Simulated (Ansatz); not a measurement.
**Single-point calculation, with input and output: B₂₄HN₂₃ (charge −1) (part 1 of 2)**

The run: single-point calculation of B₂₄HN₂₃ (defect cell, 48 atoms in the cell, total charge −1). Method and program: DFT PBE, scalar-relativistic, plane waves, PAW, spin-polarised (Ansatz 0.2.0).

The structure derives from a Materials Project entry.

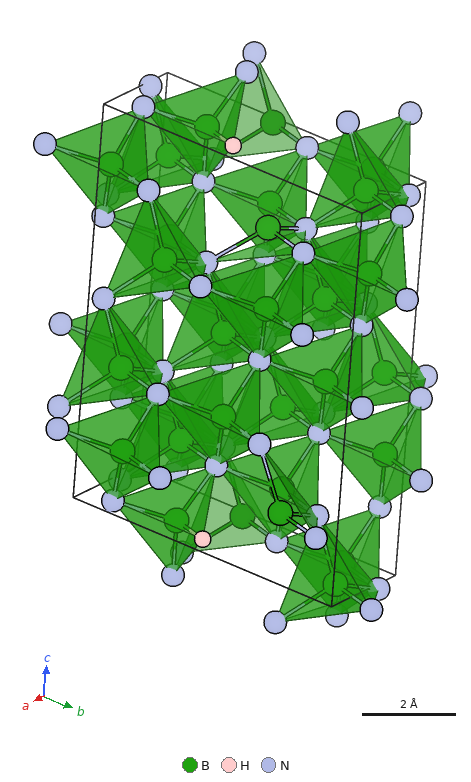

Fig. 1: The structure (polyhedral view of the cell of the calculation, seen slightly off an axis; polyhedra are completed across the faces of the cell). An atom can appear more than once, as a periodic image.

Summary:

| quantity | value |
| --- | --- |
| outcome | converged |
| electrons treated | 189 |
| free energy | −12622.8779 eV |
| Fermi energy | 15.634 eV |
| gap on the k-point mesh | none (metallic) |
| net moment of the cell | 0.87 μB |
| integrated absolute moment | 1.02 μB |
| largest force (length of the vector) | 1.293 eV/Å |
| hardware | 4 threads of Arm Neoverse V1, 24 GiB of memory available, shared host |
| wall time | 2.9 min (CPU time 12 min) |
| peak memory | 1.4 GiB |

Remarks:

The cell is charged and computed with a neutralising background, so its energy and pressure depend on the cell and aren't those of a real crystal. The k-point mesh is coarse for a cell of this size, so the results may not be converged.

The input:
```yaml
crystal:
  lattice:
    - [-3.830909, 2.211777, -4.226855]
    - [3.830909, -2.211777, -4.226855]
    - [-3.830909, -6.63533, 4.226855]
  atoms:
    - { symbol: B, position: [0.6445970112, 0.312373849, 0.0002383574], spin: 0.2 }
    - { symbol: B, position: [0.1716551529, 0.8385676209, 0.0002465695] }
    - { symbol: B, position: [0.8335857462, 0.0069188693, 0.8353308409] }
    - { symbol: B, position: [0.3384802636, 0.4996572046, 0.8331756644] }
    - { symbol: B, position: [0.0033112007, 0.6696381549, 0.6655368282] }
    - { symbol: B, position: [0.5014041464, 0.1699680913, 0.6695031519] }
    - { symbol: B, position: [0.1686601941, 0.3360664377, 0.4999684736] }
    - { symbol: B, position: [0.6689286443, 0.8363337, 0.5004933987] }
    - { symbol: B, position: [0.3379999524, 0.0043279434, 0.334919425] }
    - { symbol: B, position: [0.8321297066, 0.5007098053, 0.3309354116] }
    - { symbol: B, position: [0.505547808, 0.6667291495, 0.1672992393] }
    - { symbol: B, position: [-0.0015283533, 0.1718357034, 0.1651068549] }
    - { symbol: B, position: [0.5861319328, 0.9127320529, 0.0002410938] }
    - { symbol: B, position: [0.0970311788, 0.4317949784, 0.0002307277], spin: 0.2 }
    - { symbol: B, position: [0.7640470446, 0.5978629943, 0.8327577395], spin: 0.2 }
    - { symbol: B, position: [0.2464001089, 0.0842602141, 0.8321879509] }
    - { symbol: B, position: [0.9190549171, 0.2547755189, 0.6681925497] }
    - { symbol: B, position: [0.420425606, 0.7518786751, 0.6668949024] }
    - { symbol: B, position: [0.085201911, 0.9194103881, 0.4988816013] }
    - { symbol: B, position: [0.586566445, 0.420767712, 0.5015817481] }
    - { symbol: B, position: [0.2510754062, 0.5868282318, 0.3322764307] }
    - { symbol: B, position: [0.7537567217, 0.0852125978, 0.3335714424] }
    - { symbol: B, position: [0.4144304226, 0.2523098545, 0.1682663185] }
    - { symbol: B, position: [0.9315631, 0.7652876053, 0.1676745736], spin: 0.2 }
    - { symbol: H, position: [0.7766182935, 0.4458917691, 0.0002605364], spin: 0.2 }
    - { symbol: "N", position: [0.354926757, 0.0220543956, 0.0002304044] }
    - { symbol: "N", position: [0.0177627878, 0.1974793249, 0.8364047958] }
    - { symbol: "N", position: [0.5289269884, 0.6852188644, 0.8355133972] }
    - { symbol: "N", position: [0.1883967968, 0.8545371918, 0.6654176607] }
    - { symbol: "N", position: [0.6931629178, 0.3601843561, 0.6727817559] }
    - { symbol: "N", position: [0.3561837491, 0.5232332454, 0.4998071917] }
    - { symbol: "N", position: [0.8566119341, 0.0236687533, 0.5006639856] }
    - { symbol: "N", position: [0.5232050113, 0.1893614134, 0.335048495] }
    - { symbol: "N", position: [0.0206378404, 0.6876595477, 0.3277136177] }
    - { symbol: "N", position: [0.6936397814, 0.8499587318, 0.1649680841] }
    - { symbol: "N", position: [0.1815968345, 0.36133124, 0.1640627887] }
    - { symbol: "N", position: [0.767334889, 0.0964661403, 0.0002253085] }
    - { symbol: "N", position: [0.2791114909, 0.6095151814, 0.0002296141] }
    - { symbol: "N", position: [0.9427883117, 0.7786683148, 0.8320362831] }
    - { symbol: "N", position: [0.4283910767, 0.265096229, 0.8308458783] }
    - { symbol: "N", position: [0.106770588, 0.4406264148, 0.666960267] }
    - { symbol: "N", position: [0.605776742, 0.9403112593, 0.6672838891] }
    - { symbol: "N", position: [0.2732401867, 0.1069345942, 0.5004209725] }
    - { symbol: "N", position: [0.7730618694, 0.606757741, 0.5000393136] }
    - { symbol: "N", position: [0.4400432231, 0.7739011488, 0.3334982525] }
    - { symbol: "N", position: [0.938708786, 0.2732687347, 0.3331777711] }
    - { symbol: "N", position: [0.5977592654, 0.4344845639, 0.1696149448] }
    - { symbol: "N", position: [0.1109968436, 0.9468942963, 0.1684205858] }
magnetization:
  spin_polarized: true
total_charge: -1
basis:
  ecutwfc: 420
  fft_grid_basis: typed
kpoints:
  mp_grid: { grid: [2, 2, 2] }
hamiltonian:
  xc: pbe
  pseudopotentials: { kind: paw }
scf:
  occupations: { method: gaussian, width: 0.05 }
output:
  forces: true
  stress: false
  eigenvalues: true
  bader: true
  write_density: true
  volumetric_format: npy
  populations: true
```

Run as:
```bash
ansatz run input.yaml --threads 4 --pin off --max-ram 10240MiB --backend cpu --events-out ev --progress --plain --runs-dir out
```

What the program printed:
```
Engine: ansatz 0.2.0, aarch64-unknown-linux-gnu
Pseudopotentials: kind: paw
Pseudopotential: B, paw, valence charge 3, recommended cutoff 420 eV (normal), B.paw.azcp
Pseudopotential: H, paw, valence charge 1, recommended cutoff 420 eV (normal), H.paw.azcp
Pseudopotential: N, paw, valence charge 5, recommended cutoff 420 eV (normal), N.paw.azcp
Functional definition: PBE
  parameter kappa = 0.804
  parameter beta = 0.06672455060314922
  exchange = pbe_x(kappa = kappa, mu = beta*pi^2/3)
  correlation = pbe_c(beta = beta)
Crystal: 48 atoms, lattice volume = 286.517 Å³
Basis set: ecut = 420 eV, 5613 PW (Γ), exchange–correlation on 90×90×120 points (8 copies of the dense FFT grid, shifted against one another)
Bands: 143, of which v1, the nominal top of the filled ones, is band 95 counted from 1 (94 counted from 0)
Symmetry: 1 space group operations
Space group: P1 (ITA 1), of the structure as read, at distance tolerance 6.6e-5 Å
Magnetic group: BNS 1.1 (UNI 1), of the structure as read, at distance tolerance 6.6e-5 Å
k-points: 8
Non-local potential: B, projectors of the file, l = 0: 2, l = 1: 2, l = 2: 1
Non-local potential: H, projectors of the file, l = 0: 2, l = 1: 1
Non-local potential: N, projectors of the file, l = 0: 2, l = 1: 2, l = 2: 1
PAW form: soft (Blöchl's): semilocal exchange-correlation on the pseudo side does not see the compensation charge
PAW one-centre angular grid: B, 110 points (default); XC on 64 Gauss nodes
PAW one-centre angular grid: H, 110 points (default); XC on 64 Gauss nodes
PAW one-centre angular grid: N, 110 points (default); XC on 64 Gauss nodes
Initial density: superposition of atomic densities (chi_scale 0.1, normalization cell, long waves kept (reshape's long-wave potential 0.17 eV rms))
Starting moments: Σ|m| = 1 μB on 5 of 48 sites
Initial wavefunctions: pseudopotential atomic-orbital guess
Functional: x = pbe(κ = 0.804, μ = 0.2195149727645171), c = pbe(β = 0.06672455060314922)
SCF iter   1: F=—  HF=-12637.615679 eV  |F-HF|=—  |Δ(HF+E_count)|=         —  Δρ=6.91e-2 (↑6.83e-2 ↓6.91e-2)  dr2=4.56e1  dr2_m=7.13e-2  M=0.996 μB ∫|m|=1.021 μB  β_m=0.30  ethr=3.10e-3  ⟨swp⟩=6.0  Hψ=8903  notcnv=0  defer=489
preconditioner: auto → Kerker (q_TF=auto, 2.546 Å⁻¹)  [metal: Δε(μ)=0.021 eV  Ē_g=17.712 eV  σ=0.050 eV  W_gap=0.23  n_scr=78 (ndim 8)  ℏωp=30.2 eV  f_vac=0.000  D(μ)=13.56/eV (n_scr^D=112)]
spin=Collinear: Kerker preconditioning applied to the charge; magnetization (m = ρ↑ − ρ↓) channel mixes plain (no charge-response kernel on spin).
SCF iter   2: F=—  HF=-12629.497731 eV  |F-HF|=—  |Δ(HF+E_count)|=    8.12e0  Δρ=4.72e-2 (↑4.66e-2 ↓4.72e-2)  dr2=2.17e1  dr2_m=3.84e-2  M=1.000 μB ∫|m|=1.024 μB  β_m=0.30  ethr=3.10e-3  ⟨swp⟩=2.0  Hψ=3930  notcnv=0  defer=630
SCF iter   3: F=—  HF=-12623.536234 eV  |F-HF|=—  |Δ(HF+E_count)|=    5.96e0  Δρ=1.97e-2 (↑1.92e-2 ↓1.97e-2)  dr2=3.69e0  dr2_m=1.83e-2  M=1.000 μB ∫|m|=1.025 μB  β_m=0.30  ethr=3.10e-3  ⟨swp⟩=2.9  Hψ=3390  notcnv=0  defer=630
SCF iter   4: F=—  HF=-12622.837027 eV  |F-HF|=—  |Δ(HF+E_count)|=   6.99e-1  Δρ=4.72e-3 (↑4.72e-3 ↓4.53e-3)  dr2=3.08e-1  dr2_m=8.95e-3  M=0.999 μB ∫|m|=1.025 μB  β_m=0.30  ethr=1.95e-3  ⟨swp⟩=2.4  Hψ=3266  notcnv=0  defer=654
SCF iter   5: F=—  HF=-12622.862849 eV  |F-HF|=—  |Δ(HF+E_count)|=   2.58e-2  Δρ=4.13e-3 (↑4.13e-3 ↓3.83e-3)  dr2=2.08e-1  dr2_m=5.29e-3  M=1.000 μB ∫|m|=1.030 μB  β_m=0.30  ethr=1.63e-4  ⟨swp⟩=1.6  Hψ=1659  notcnv=0  defer=654
SCF iter   6: F=—  HF=-12622.862231 eV  |F-HF|=—  |Δ(HF+E_count)|=   6.19e-4  Δρ=1.94e-3 (↑1.84e-3 ↓1.94e-3)  dr2=3.95e-2  dr2_m=2.44e-3  M=0.999 μB ∫|m|=1.031 μB  β_m=0.30  ethr=1.10e-4  ⟨swp⟩=2.8  Hψ=2948  notcnv=0  defer=654
SCF iter   7: F=—  HF=-12622.864999 eV  |F-HF|=—  |Δ(HF+E_count)|=   2.77e-3  Δρ=1.42e-3 (↑1.28e-3 ↓1.42e-3)  dr2=2.40e-2  dr2_m=1.65e-3  M=1.000 μB ∫|m|=1.035 μB  β_m=0.30  ethr=2.09e-5  ⟨swp⟩=1.2  Hψ=2656  notcnv=0  defer=646
Mixer restart at iter 7: flushing history
spin-set hold released at iteration 7 (site moments contracting): the magnetisation degrees of freedom join the quasi-Newton model from the next iteration; the mixer history was flushed
SCF iter   8: F=—  HF=-12622.866916 eV  |F-HF|=—  |Δ(HF+E_count)|=   1.92e-3  Δρ=1.16e-3 (↑1.16e-3 ↓1.08e-3)  dr2=1.68e-2  dr2_m=1.46e-3  M=1.000 μB ∫|m|=1.038 μB  β_m=0.65  ethr=1.27e-5  ⟨swp⟩=1.0  Hψ=1642  notcnv=0  defer=646
SCF iter   9: F=—  HF=-12622.872197 eV  |F-HF|=—  |Δ(HF+E_count)|=   5.28e-3  Δρ=9.71e-4 (↑9.71e-4 ↓4.52e-4)  dr2=5.58e-3  dr2_m=9.91e-4  M=1.000 μB ∫|m|=1.050 μB  β_m=0.82  ethr=8.87e-6  ⟨swp⟩=2.0  Hψ=2765  notcnv=0  defer=646
SCF iter  10: F=—  HF=-12622.875123 eV  |F-HF|=—  |Δ(HF+E_count)|=   2.93e-3  Δρ=6.29e-4 (↑6.29e-4 ↓2.69e-4)  dr2=1.33e-3  dr2_m=4.29e-4  M=0.999 μB ∫|m|=1.059 μB  β_m=0.91  ethr=2.95e-6  ⟨swp⟩=2.5  Hψ=2961  notcnv=0  defer=646
SCF iter  11: F=—  HF=-12622.876673 eV  |F-HF|=—  |Δ(HF+E_count)|=   1.55e-3  Δρ=1.93e-4 (↑1.93e-4 ↓1.88e-4)  dr2=1.65e-4  dr2_m=7.81e-5  M=0.990 μB ∫|m|=1.055 μB  β_m=0.96  ethr=7.03e-7  ⟨swp⟩=2.8  Hψ=3303  notcnv=0  defer=646
SCF iter  12: F=—  HF=-12622.877013 eV  |F-HF|=—  |Δ(HF+E_count)|=   3.39e-4  Δρ=2.13e-4 (↑2.13e-4 ↓9.04e-5)  dr2=1.78e-4  dr2_m=5.02e-5  M=0.982 μB ∫|m|=1.049 μB  β_m=0.98  ethr=8.72e-8  ⟨swp⟩=3.0  Hψ=3172  notcnv=0  defer=646
SCF iter  13: F=—  HF=-12622.877250 eV  |F-HF|=—  |Δ(HF+E_count)|=   2.38e-4  Δρ=1.90e-4 (↑1.90e-4 ↓5.22e-5)  dr2=1.56e-4  dr2_m=3.44e-5  M=0.968 μB ∫|m|=1.042 μB  β_m=0.65  ethr=8.72e-8  ⟨swp⟩=2.9  Hψ=3167  notcnv=0  defer=646
SCF iter  14: F=—  HF=-12622.877541 eV  |F-HF|=—  |Δ(HF+E_count)|=   2.90e-4  Δρ=1.26e-4 (↑1.26e-4 ↓8.07e-5)  dr2=6.36e-5  dr2_m=2.48e-5  M=0.936 μB ∫|m|=1.033 μB  β_m=0.99  ethr=8.27e-8  ⟨swp⟩=3.0  Hψ=3469  notcnv=0  defer=646
SCF iter  15: F=—  HF=-12622.877706 eV  |F-HF|=—  |Δ(HF+E_count)|=   1.65e-4  Δρ=1.19e-4 (↑1.19e-4 ↓7.81e-5)  dr2=4.71e-5  dr2_m=2.30e-5  M=0.907 μB ∫|m|=1.029 μB  β_m=1.00  ethr=3.36e-8  ⟨swp⟩=3.0  Hψ=3898  notcnv=0  defer=646
SCF iter  16: F=—  HF=-12622.877884 eV  |F-HF|=—  |Δ(HF+E_count)|=   1.78e-4  Δρ=5.74e-5 (↑5.74e-5 ↓4.29e-5)  dr2=1.71e-5  dr2_m=5.24e-6  M=0.875 μB ∫|m|=1.019 μB  β_m=0.98  ethr=2.49e-8  ⟨swp⟩=3.0  Hψ=3671  notcnv=0  defer=646
SCF iter  17: F=—  HF=-12622.877837 eV  |F-HF|=—  |Δ(HF+E_count)|=   4.67e-5  Δρ=1.79e-4 (↑1.79e-4 ↓2.75e-5)  dr2=1.36e-4  dr2_m=2.32e-5  M=0.850 μB ∫|m|=1.019 μB  β_m=0.85  ethr=9.03e-9  ⟨swp⟩=3.5  Hψ=4292  notcnv=0  defer=646  recentre
SCF iter  18: F=—  HF=-12622.877848 eV  |F-HF|=—  |Δ(HF+E_count)|=   1.11e-5  Δρ=1.15e-4 (↑1.15e-4 ↓2.24e-5)  dr2=4.45e-5  dr2_m=1.14e-5  M=0.882 μB ∫|m|=1.018 μB  β_m=0.76  ethr=9.03e-9  ⟨swp⟩=3.6  Hψ=4323  notcnv=0  defer=646
SCF iter  19: F=—  HF=-12622.877907 eV  |F-HF|=—  |Δ(HF+E_count)|=   5.89e-5  Δρ=1.47e-5 (↑1.47e-5 ↓8.98e-6)  dr2=6.76e-7  dr2_m=3.20e-7  M=0.868 μB ∫|m|=1.019 μB  β_m=0.92  ethr=9.03e-9  ⟨swp⟩=3.0  Hψ=3698  notcnv=0  defer=646
SCF iter  20: F=—  HF=-12622.877909 eV  |F-HF|=—  |Δ(HF+E_count)|=   1.50e-6  Δρ=4.86e-6 (↑4.86e-6 ↓1.68e-6)  dr2=1.80e-7  dr2_m=1.96e-8  M=0.865 μB ∫|m|=1.019 μB  β_m=0.88  ethr=3.58e-10  ⟨swp⟩=3.0  Hψ=3974  notcnv=0  defer=646
SCF iter  21: F=—  HF=-12622.877909 eV  |F-HF|=—  |Δ(HF+E_count)|=   3.96e-8  Δρ=5.72e-6 (↑5.72e-6 ↓8.67e-7)  dr2=1.15e-7  dr2_m=2.42e-8  M=0.866 μB ∫|m|=1.019 μB  β_m=0.94  ethr=5.29e-11  ⟨swp⟩=18.3  Hψ=14771  notcnv=0
SCF iter  22: F=—  HF=-12622.877909 eV  |F-HF|=—  |Δ(HF+E_count)|=   5.80e-8  Δρ=3.56e-6 (↑3.56e-6 ↓5.62e-7)  dr2=4.54e-8  dr2_m=9.59e-9  M=0.866 μB ∫|m|=1.019 μB  β_m=0.97  ethr=5.29e-11  ⟨swp⟩=3.6  Hψ=5111  notcnv=0
SCF iter  23: F=-12622.877909 eV  HF=-12622.877909 eV  |F-HF|=4.47e-10  |Δ(HF+E_count)|=   3.67e-8  Δρ=5.99e-7 (↑5.99e-7 ↓1.45e-7)  dr2=1.35e-9  dr2_m=2.49e-10  M=0.866 μB ∫|m|=1.019 μB  ethr=2.40e-11  ⟨swp⟩=4.6  Hψ=6451  notcnv=0
SCF 1 converged in 23 iterations: F = -12622.877909 eV  dr2 = 1.35e-9
  greatest PAW one-centre occupation: 0.790 electrons in one spin orbital (limit 2), on the N atom at site 37 (counted from 0), in its partial waves of l = 0
```

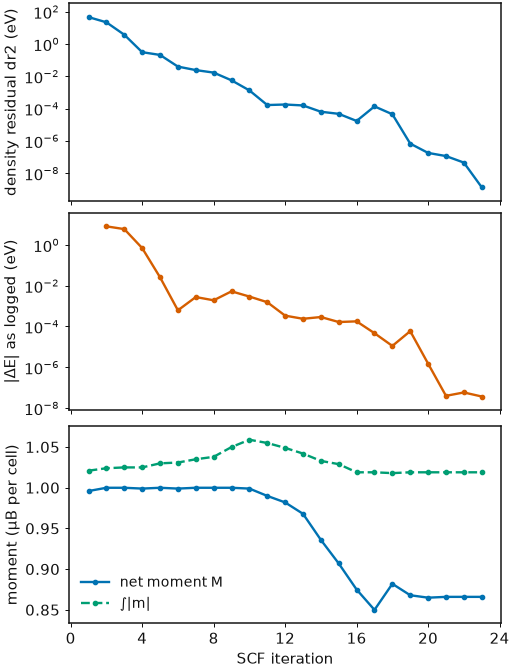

Fig. 2: Convergence of the self-consistent field: density residual dr2, size of the energy change and magnetic moment against the SCF iteration. The residual comes down, with one marked jump up, by a factor of about 8, at step 17. The net moment goes from 1.0 to 0.9 μB per cell.

```
SCF converged after 23 iterations
Magnetization: 0.8658 μB (94.9329 up, 94.0671 down)
Absolute magnetization: 1.0212 μB (∫|ρ↑−ρ↓|, with the PAW one-centre terms)
Spin contamination: 0.0186 ħ² per cell (⟨S²⟩ above its minimum at these occupations)
Per-site moments (μB) at R_I (Å): [(-0.00035726666320593105, 0.4629576177879144), (0.010175479664496855, 0.6395000336551908), (0.0030507864181418373, 0.6429377083042354), (0.0014383393662118344, 0.642009629609743), (0.0013793852052208099, 0.6441686072767824), (0.0009267491905515329, 0.6427162660205988), (0.0008901592979468129, 0.6463618777152986), (0.0008890282681858266, 0.6463740738452932), (0.001365141013965779, 0.6441510932621243), (0.0009196962850630409, 0.6426951618113413), (0.0014303472067844784, 0.6420018021469497), (0.003038588861558061, 0.6428974541485359), (0.0009555444021660745, 0.6363403726477711), (-0.017150301334929757, 0.6273925384890582), (0.10495445411968757, 0.6281707523403484), (0.0019884661609413075, 0.6349747038238247), (0.0011902144554592215, 0.642298928128598), (0.004617110745840536, 0.6457351050113603), (0.008067227466712497, 0.6459578201773996), (0.008090096154005355, 0.6459743919699813), (0.001191671790961673, 0.6422910887371036), (0.004566992411325274, 0.6457327760533338), (0.002006900489853986, 0.6349502025412403), (0.10437107064892641, 0.6282182531661791), (0.0009052764388534023, 0.4629576177879144), (-0.0011789472588152046, 0.6395000336551908), (0.0068747985477123, 0.642298928128598), (-0.0005590166696445968, 0.6413980994005131), (0.0057365800931124125, 0.6453049283097488), (0.006784937008962355, 0.6428239809772833), (0.00010615506449748815, 0.6457351050113603), (0.00010845900952195473, 0.6457327760533338), (0.005730303175070668, 0.6453147993595997), (0.00684485079134868, 0.6427501517193511), (-0.0005577149643587497, 0.6413734081555537), (0.006911188551145979, 0.6422910887371036), (0.0008479055421664346, 0.6363403726477711), (-0.002741203382791535, 0.6273925384890582), (-0.0029461438893775664, 0.6281707523403484), (0.0015325017510068066, 0.6349747038238247), (0.0006089264154523047, 0.6458153461607333), (-0.00014572913629743245, 0.6458717346464822), (0.0002708880397685059, 0.6452957834820442), (0.0002683598766220533, 0.6452740268782517), (0.000608615387764469, 0.6458054443080216), (-0.0001467879636335716, 0.6459480281198681), (0.0015252815646313704, 0.6349502025412403), (-0.0029309277105207194, 0.6282182531661791)]
Free energy (F): -12622.877909 eV
Harris-Foulkes:  -12622.877909 eV  (|F-HF|=4.47e-10)
Internal energy: -12622.873827 eV  (E = F + TS)
E sigma→0 (E₀):  -12622.875868 eV
Entropy (-TS):   -0.004082 eV (-0.085 meV/atom)
Fermi energy:    15.633654 eV
--- Per-component energies (eV) ---
  E_band       = 565.835394
  E_kinetic    = 4347.971706
  E_local      = -4317.279229  (includes V_loc(G=0)·N_el)
  E_nonlocal   = 1318.473803
  E_hartree    = 1235.447996
  E_xc         = -2199.045613
  E_vxc        = -2734.384642  (∫ρ·V_xc dr)
  E_paw        = -4827.790594  (= ΣΔE_a)
  E_vpaw       = -519.842641  (= ΣTr[D̂ρ^β])
  E_aug_tail   = 0.000837  (compensation charges beyond the density's cutoff)
  E_ewald      = -8180.652734
  E_smearing   = -0.004082  (= −TS)
  E_closure    = -0.000000  (closes the sum)
  E_deformation_potential = -20.285149  (in the stress; not in F)
  Σ components = -12622.877909   (vs F -12622.877909, Δ=0.00e0)
```
